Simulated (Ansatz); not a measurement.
**Geometry relaxation of Ti₆O (part 2 of 2)**

Ti₆O (slab, 7 atoms in the cell); DFT PBEsol, scalar-relativistic, plane waves, PAW, PAW set soft_1, no spin polarisation (Ansatz 0.2.0); cutoff 420 eV, 9×6×1 k-mesh, Gaussian smearing of 0.1 eV. The structure derives from an entry of the Crystallography Open Database. The input holds or restrains some coordinates. Forces given for the steps count only the free coordinates.

Geometry of the input (Å; fractional positions):
```
2.9000  0.0000  0.0000
0.0000  4.5906  0.0000
0.0000  0.0000  21.2063
Ti 0.0000  0.7500  0.1886
Ti 0.5000  0.2500  0.2281
Ti 0.5000  0.7500  0.3071
Ti 0.0000  0.2500  0.3454
Ti 0.0000  0.7500  0.4206
Ti 0.5000  0.2500  0.4577
O  0.6667  0.5500  0.5162
```

### Output, continued
```
SCF iter   1: F=—  HF=-15402.493270 eV  |F-HF|=—  |Δ(HF+E_count)|=         —  Δρ=3.87e-4  dr2=7.34e-4  ethr=7.88e-6  p=-0.059 e·Å  D=-3.78e-2 V/Å  ΔV_dip=0.80 eV  dr2_dipole=3.49e-5  V_vac-E_F(+/−)=4.62/3.82 eV  ⟨swp⟩=2.0  Hψ=2175  notcnv=0
efield: sawtooth ramp at fractional position 0.8324 (handed on by an earlier solve), width 0.0400; the density the first Hamiltonian is built on has a dipole p = -0.059 e·Å; the dipole correction subtracts the counter field D = -3.78e-2 V/Å, which shifts the + side's vacuum level by +0.80 eV against the − side's; the planar-averaged density in the ramp window peaks in size at 3.8e-6 e/Å³
preconditioner: auto → LDOS  [metal: Δε(μ)=0.017 eV  Ē_g=2.994 eV  σ=0.100 eV  W_gap=0.09  n_scr=42 (ndim 8)  ℏωp=11.7 eV  f_vac=0.557  D(μ)=9.65/eV (n_scr^D=64)  β→1.0]
SCF iter   2: F=—  HF=-15402.493369 eV  |F-HF|=—  |Δ(HF+E_count)|=   9.87e-5  Δρ=3.47e-4  dr2=6.69e-4  ethr=9.41e-7  p=-0.063 e·Å  D=-4.02e-2 V/Å  ΔV_dip=0.85 eV  dr2_dipole=8.17e-5  V_vac-E_F(+/−)=4.67/3.81 eV  ⟨swp⟩=3.0  Hψ=2693  notcnv=0
SCF iter   3: F=—  HF=-15402.493259 eV  |F-HF|=—  |Δ(HF+E_count)|=   1.10e-4  Δρ=8.31e-5  dr2=2.64e-5  ethr=8.57e-7  p=-0.061 e·Å  D=-3.93e-2 V/Å  ΔV_dip=0.83 eV  dr2_dipole=1.40e-6  V_vac-E_F(+/−)=4.65/3.81 eV  ⟨swp⟩=2.0  Hψ=1698  notcnv=0
SCF iter   4: F=—  HF=-15402.493257 eV  |F-HF|=—  |Δ(HF+E_count)|=   2.36e-6  Δρ=1.98e-5  dr2=2.32e-6  ethr=3.38e-8  p=-0.061 e·Å  D=-3.93e-2 V/Å  ΔV_dip=0.83 eV  dr2_dipole=7.01e-7  V_vac-E_F(+/−)=4.65/3.81 eV  ⟨swp⟩=3.0  Hψ=1931  notcnv=0
SCF iter   5: F=-15402.493257 eV  HF=-15402.493257 eV  |F-HF|=2.35e-7  |Δ(HF+E_count)|=   2.18e-7  Δρ=6.34e-6  dr2=2.66e-7  ethr=1.08e-9  p=-0.061 e·Å  D=-3.93e-2 V/Å  ΔV_dip=0.83 eV  dr2_dipole=6.22e-8  V_vac-E_F(+/−)=4.65/3.82 eV  ⟨swp⟩=11.2  Hψ=5394  notcnv=0
SCF 5 converged in 5 iterations: F = -15402.493257 eV  dr2 = 2.66e-7
relax step   5: F+E_penalty+E_count = -15402.49325658 eV  Δ(F+E_penalty+E_count) = -4.893e-4 eV  max|allowed force component| = 7.061e-4 eV/Å  Δτ_max = 0.0082 Å  (5 SCF iters, dr2 threshold 8.40e-7 eV, accepted)
iter 1 solved again at ethr=3.50e-10 eV; its pass at ethr=3.10e-3 eV (dr2=2.73e-7 eV) is discarded
SCF iter   1: F=—  HF=-15402.493176 eV  |F-HF|=—  |Δ(HF+E_count)|=         —  Δρ=6.26e-6  dr2=2.73e-7  ethr=3.50e-10  p=-0.061 e·Å  D=-3.93e-2 V/Å  ΔV_dip=0.83 eV  dr2_dipole=6.84e-8  V_vac-E_F(+/−)=4.65/3.82 eV  ⟨swp⟩=1.4  Hψ=3315  notcnv=0
efield: sawtooth ramp at fractional position 0.8324 (handed on by an earlier solve), width 0.0400; the density the first Hamiltonian is built on has a dipole p = -0.061 e·Å; the dipole correction subtracts the counter field D = -3.93e-2 V/Å, which shifts the + side's vacuum level by +0.83 eV against the − side's; the planar-averaged density in the ramp window peaks in size at 3.8e-6 e/Å³
preconditioner: auto → LDOS  [metal: Δε(μ)=0.017 eV  Ē_g=2.992 eV  σ=0.100 eV  W_gap=0.09  n_scr=42 (ndim 8)  ℏωp=11.7 eV  f_vac=0.557  D(μ)=9.65/eV (n_scr^D=64)  β→1.0]
SCF iter   2: F=—  HF=-15402.493257 eV  |F-HF|=—  |Δ(HF+E_count)|=   8.06e-5  Δρ=6.04e-6  dr2=1.30e-7  ethr=3.50e-10  p=-0.061 e·Å  D=-3.93e-2 V/Å  ΔV_dip=0.83 eV  dr2_dipole=3.25e-10  V_vac-E_F(+/−)=4.65/3.82 eV  ⟨swp⟩=2.0  Hψ=2221  notcnv=0
SCF iter   3: F=-15402.493257 eV  HF=-15402.493257 eV  |F-HF|=7.40e-9  |Δ(HF+E_count)|=   2.40e-9  Δρ=1.42e-6  dr2=1.22e-8  ethr=1.28e-10  p=-0.061 e·Å  D=-3.93e-2 V/Å  ΔV_dip=0.83 eV  dr2_dipole=2.23e-9  V_vac-E_F(+/−)=4.65/3.82 eV  ⟨swp⟩=5.1  Hψ=4359  notcnv=0
SCF 6 converged in 3 iterations: F = -15402.493257 eV  dr2 = 1.22e-8
relax step   6: F+E_penalty+E_count = -15402.49325684 eV  Δ(F+E_penalty+E_count) = -2.622e-7 eV  max|allowed force component| = 7.390e-4 eV/Å  Δτ_max = 0.0000 Å  (3 SCF iters, accepted)
```

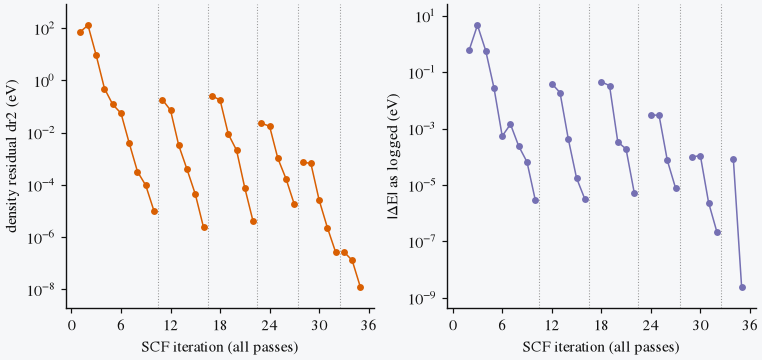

Fig. 1: Convergence of the self-consistent field: density residual dr2 and size of the energy change against the SCF iteration. The dotted lines part the SCF passes of the relaxation: geometry steps, rejected trials and re-solves on a re-selected basis. The 6 passes take 3 to 10 iterations each, 35 in all.

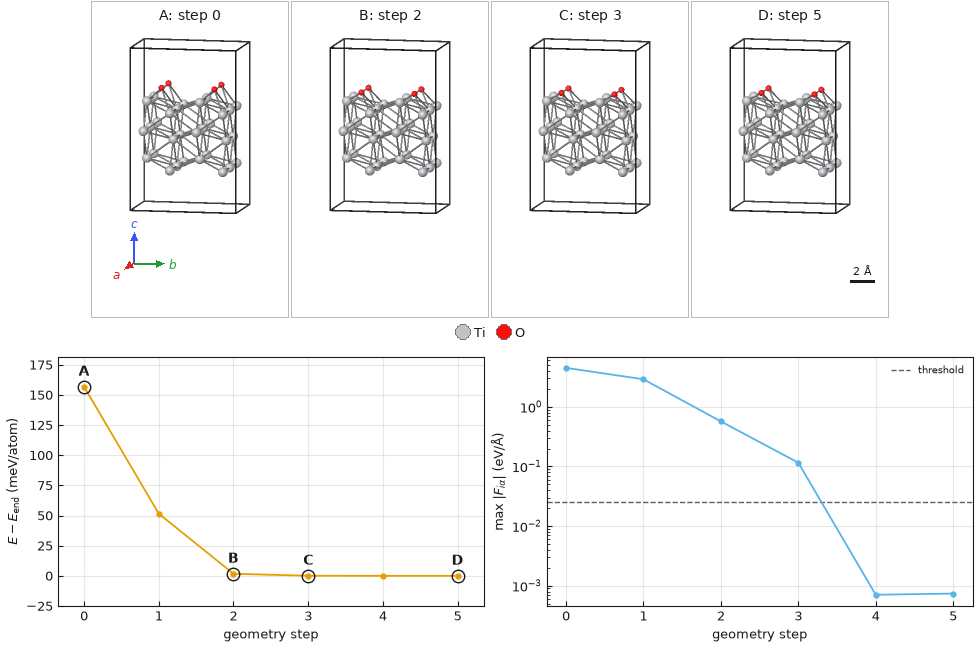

Fig. 2: Frames of the restrained relaxation (ball-and-stick view of the 2 × 2 repeat of the cell, with the vacuum cut short, seen slightly off an axis) above the curves, on which the letters mark them (the first geometry is step 0 here and step 1 in the log).

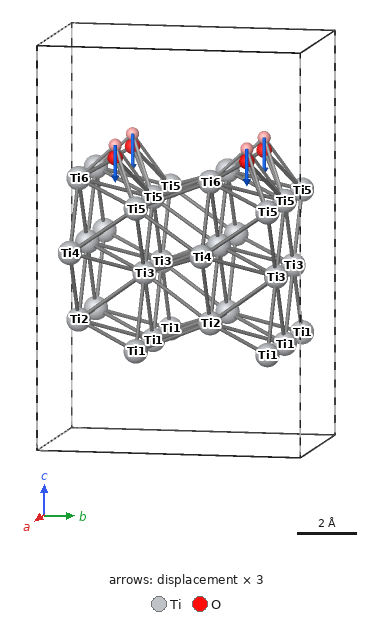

Fig. 3: Start (faint) and end (solid) with the displacements as blue arrows, magnified 3 times (ball-and-stick view of the 2 × 2 repeat of the cell, with the vacuum cut short, seen slightly off an axis). The energy falls by 157 meV per atom in 5 geometry steps. The largest force component goes from 4.5 to 0.00074 eV/Å. The atom that moves furthest is O7 (0.43 Å). Ti stays in place. The cell doesn't change. Among the contacts that change: Ti5–O7 2.427 → 2.080 Å, Ti6–O7 1.915 → 1.668 Å. Among the angles that change: Ti5–O7–Ti6 80.3° → 97.3°, Ti5–O7–Ti6 67.2° → 77.6°, Ti5–O7–Ti5 64.4° → 74.1°. (Atoms are counted from 1 in the order of the input.)

```
SCF converged after 3 iterations
Free energy (F): -15402.493257 eV
Harris-Foulkes:  -15402.493257 eV  (|F-HF|=7.40e-9)
Internal energy: -15402.445022 eV  (E = F + TS)
E sigma→0 (E₀):  -15402.469139 eV
Entropy (-TS):   -0.048235 eV (-6.891 meV/atom)
Fermi energy:    2.558612 eV
Dipole field:    D = -0.039259 V/Å  (p = -0.061249 e·Å, saw-weighted, corrected)
Work function:   Φ+ = 4.6481 eV   Φ− = 3.8156 eV
Levels:          The Fermi level and band energies are counted from a zero that moves with the ramp; work functions are not
--- Per-component energies (eV) ---
  E_band       = -1765.110882
  E_kinetic    = 1859.219570
  E_local      = -65050.920121  (includes V_loc(G=0)·N_el)
  E_nonlocal   = 426.869082
  E_hartree    = 31523.707259
  E_xc         = -760.640992
  E_vxc        = -958.499573  (∫ρ·V_xc dr)
  E_paw        = -6262.413891  (= ΣΔE_a)
  E_vpaw       = -1088.246838  (= ΣTr[D̂ρ^β])
  E_aug_tail   = 0.000291  (compensation charges beyond the density's cutoff)
  E_efield     = 0.001202  (sawtooth field / dipole correction)
  E_vefield    = -0.949263  (∫n·V_field dr)
  E_ewald      = 22860.860984
  E_core_change = 0.871595  (= ΣΔE_core)
  E_smearing   = -0.048235  (= −TS)
  E_closure    = 0.000000  (closes the sum)
  Σ components = -15402.493257   (vs F -15402.493257, Δ=0.00e0)
--- Forces (eV/Å), atoms counted from 1 ---
  atom   1  Ti    -0.00371066     0.05828939     0.32435803
  atom   2  Ti     0.00444130    -0.08232574     0.09043088
  atom   3  Ti     0.06580656     0.18655270    -0.32913327
  atom   4  Ti    -0.08355709    -0.01240580    -0.41339395
  atom   5  Ti     0.09289981    -0.36447915     0.85035087
  atom   6  Ti    -0.62170962    -2.70903962    -0.52340528
  atom   7  O      0.54584758     2.92346667     0.00073898
  max |Σ_I F_I| component: 5.84e-5 eV/Å
--- Band table (eV; the first three rows and the last of 28) ---
  k-point 0: bands = ["-54.1819", "-54.1231", "-53.9843", "-53.8942", "-53.8308", "-53.7652", "-31.1076", "-30.7567", "-30.7164", "-30.6353", "-30.5263", "-30.5061", "-30.3562", "-30.2988", "-30.2715", "-30.1903", "-30.1160", "-30.1142", "-30.0776", "-30.0595", "-30.0271", "-30.0045", "-29.9120", "-29.8952", "-15.9877", "-3.3137", "-2.7426", "-2.1875", "-1.6879", "-1.3403", "-0.1109", "0.3356", "0.5641", "0.9277", "1.4626", "1.9854", "2.0079", "2.6421", "2.8779", "3.0897", "3.1168", "3.3670", "3.4337", "3.4867", "3.5953", "3.6858", "3.7691"]
  k-point 1: bands = ["-54.1795", "-54.1150", "-53.9906", "-53.8904", "-53.8321", "-53.7723", "-31.0891", "-30.7741", "-30.6745", "-30.6313", "-30.5774", "-30.4509", "-30.3478", "-30.3062", "-30.2638", "-30.1805", "-30.1406", "-30.1151", "-30.0815", "-30.0759", "-30.0240", "-29.9875", "-29.9517", "-29.9055", "-15.9763", "-3.2348", "-2.6252", "-2.1922", "-1.6516", "-1.1971", "-0.0702", "0.2795", "0.5896", "0.9557", "1.4960", "1.7517", "1.9570", "2.6144", "2.7915", "2.9724", "3.1561", "3.2690", "3.3987", "3.4614", "3.4842", "3.6541", "3.6845"]
  k-point 2: bands = ["-54.1745", "-54.0948", "-54.0078", "-53.8811", "-53.8332", "-53.7895", "-31.0508", "-30.7902", "-30.6536", "-30.5930", "-30.5779", "-30.4350", "-30.3256", "-30.2804", "-30.2462", "-30.2000", "-30.1774", "-30.1458", "-30.0874", "-30.0763", "-30.0264", "-30.0058", "-29.9843", "-29.9326", "-15.9536", "-3.1436", "-2.3033", "-2.0501", "-1.5711", "-0.8121", "-0.2905", "0.1378", "0.4490", "0.9394", "1.5953", "1.6552", "1.9706", "2.3750", "2.7168", "2.8443", "2.9460", "3.1055", "3.2681", "3.3788", "3.4393", "3.5667", "3.6498"]
  k-point 27: bands = ["-54.1296", "-54.0356", "-53.9748", "-53.8384", "-53.7839", "-53.7656", "-31.0240", "-30.7360", "-30.7089", "-30.6420", "-30.5929", "-30.5529", "-30.5110", "-30.4784", "-30.3871", "-30.3740", "-30.3399", "-30.2615", "-30.2516", "-30.1963", "-30.0817", "-30.0730", "-30.0297", "-30.0202", "-15.6945", "-3.3115", "-2.6291", "-1.9693", "-0.1594", "0.2685", "0.5081", "0.6093", "0.9000", "1.0523", "1.3801", "1.4570", "1.7190", "1.7946", "2.1271", "2.6029", "2.9050", "3.0383", "3.2025", "3.3037", "3.4041", "3.6383", "4.2496"]
--- Relaxed structure (6 steps of the walk, 6 accepted, 0 SCFs on fresh bases) ---
  F+E_penalty+E_count = -15402.49325684 eV   max|allowed force component| = 7.390e-4 eV/Å
  atoms:
    - { symbol: Ti, position: [0.0, 0.75, 0.1886236106] }
    - { symbol: Ti, position: [0.5, 0.25, 0.22810009770000003] }
    - { symbol: Ti, position: [0.5, 0.75, 0.3070530716] }
    - { symbol: Ti, position: [0.0, 0.25, 0.3454090437] }
    - { symbol: Ti, position: [0.0, 0.75, 0.4205530428] }
    - { symbol: Ti, position: [0.5, 0.25, 0.4577071195] }
    - { symbol: O, position: [0.6666666667, 0.55, 0.49581636774219423] }
```

### Trajectory as extended XYZ (Å, eV, eV/Å), 6 frames, from step=1 to step=6
```
7
Lattice="2.9000 0.0000 0.0000 0.0000 4.5906 0.0000 0.0000 0.0000 21.2063" Properties=species:S:1:pos:R:3:forces:R:3 step=1 energy=-15401.39573
Ti    0.0000    3.4429    4.0000   -0.0051   0.0429   0.3435
Ti    1.4500    1.1476    4.8371   -0.0036  -0.0731   0.0623
Ti    1.4500    3.4429    6.5114    0.0382   0.1292  -0.2987
Ti    0.0000    1.1476    7.3248   -0.0677  -0.0639  -0.3565
Ti    0.0000    3.4429    8.9184   -0.2241  -0.6003   1.6013
Ti    1.4500    1.1476    9.7063    0.6128   1.9123   3.1637
O     1.9333    2.5248   10.9463   -0.3507  -1.3476  -4.5161
7
Lattice="2.9000 0.0000 0.0000 0.0000 4.5906 0.0000 0.0000 0.0000 21.2063" Properties=species:S:1:pos:R:3:forces:R:3 step=2 energy=-15402.13236
Ti    0.0000    3.4429    4.0000   -0.0035   0.0507   0.3373
Ti    1.4500    1.1476    4.8371   -0.0019  -0.0804   0.0761
Ti    1.4500    3.4429    6.5114    0.0512   0.1580  -0.2988
Ti    0.0000    1.1476    7.3248   -0.0752  -0.0430  -0.3824
Ti    0.0000    3.4429    8.9184   -0.1786  -0.5870   1.4318
Ti    1.4500    1.1476    9.7063    0.2841   0.5524   1.7412
O     1.9333    2.5248   10.7513   -0.0762  -0.0505  -2.9050
7
Lattice="2.9000 0.0000 0.0000 0.0000 4.5906 0.0000 0.0000 0.0000 21.2063" Properties=species:S:1:pos:R:3:forces:R:3 step=3 energy=-15402.48127
Ti    0.0000    3.4429    4.0000   -0.0034   0.0574   0.3270
Ti    1.4500    1.1476    4.8371    0.0031  -0.0828   0.0893
Ti    1.4500    3.4429    6.5114    0.0635   0.1823  -0.3206
Ti    0.0000    1.1476    7.3248   -0.0822  -0.0168  -0.4073
Ti    0.0000    3.4429    8.9184    0.0176  -0.4302   0.9913
Ti    1.4500    1.1476    9.7063   -0.4170  -1.9945  -0.1092
O     1.9333    2.5248   10.5563    0.4186   2.2850  -0.5704
7
Lattice="2.9000 0.0000 0.0000 0.0000 4.5906 0.0000 0.0000 0.0000 21.2063" Properties=species:S:1:pos:R:3:forces:R:3 step=4 energy=-15402.49277
Ti    0.0000    3.4429    4.0000   -0.0038   0.0584   0.3239
Ti    1.4500    1.1476    4.8371    0.0047  -0.0821   0.0911
Ti    1.4500    3.4429    6.5114    0.0662   0.1875  -0.3308
Ti    0.0000    1.1476    7.3248   -0.0839  -0.0123  -0.4149
Ti    0.0000    3.4429    8.9184    0.1093  -0.3482   0.8212
Ti    1.4500    1.1476    9.7063   -0.6639  -2.8572  -0.6028
O     1.9333    2.5248   10.5062    0.5715   3.0530   0.1159
7
Lattice="2.9000 0.0000 0.0000 0.0000 4.5906 0.0000 0.0000 0.0000 21.2063" Properties=species:S:1:pos:R:3:forces:R:3 step=5 energy=-15402.49326
Ti    0.0000    3.4429    4.0000   -0.0037   0.0583   0.3244
Ti    1.4500    1.1476    4.8371    0.0044  -0.0823   0.0904
Ti    1.4500    3.4429    6.5114    0.0658   0.1865  -0.3292
Ti    0.0000    1.1476    7.3248   -0.0836  -0.0124  -0.4134
Ti    0.0000    3.4429    8.9184    0.0929  -0.3647   0.8503
Ti    1.4500    1.1476    9.7063   -0.6217  -2.7088  -0.5235
O     1.9333    2.5248   10.5144    0.5459   2.9236   0.0007
7
Lattice="2.9000 0.0000 0.0000 0.0000 4.5906 0.0000 0.0000 0.0000 21.2063" Properties=species:S:1:pos:R:3:forces:R:3 step=6 energy=-15402.49326
Ti    0.0000    3.4429    4.0000   -0.0037   0.0583   0.3244
Ti    1.4500    1.1476    4.8371    0.0044  -0.0823   0.0904
Ti    1.4500    3.4429    6.5114    0.0658   0.1866  -0.3291
Ti    0.0000    1.1476    7.3248   -0.0836  -0.0124  -0.4134
Ti    0.0000    3.4429    8.9184    0.0929  -0.3645   0.8504
Ti    1.4500    1.1476    9.7063   -0.6217  -2.7090  -0.5234
O     1.9333    2.5248   10.5144    0.5458   2.9235   0.0007
```

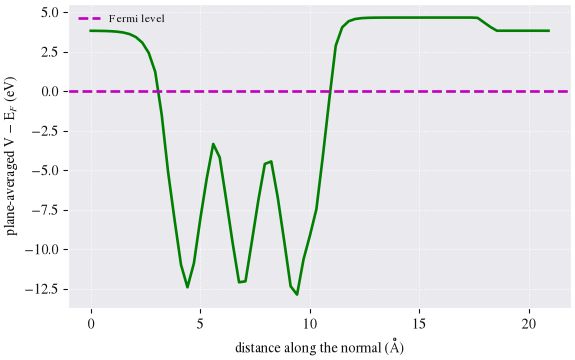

Fig. 4: Plane average of the electrostatic potential energy of an electron across the cell, from the Fermi level. The vacuum level lies 4.65 eV above the Fermi level on the upper side and 3.82 eV on the lower.
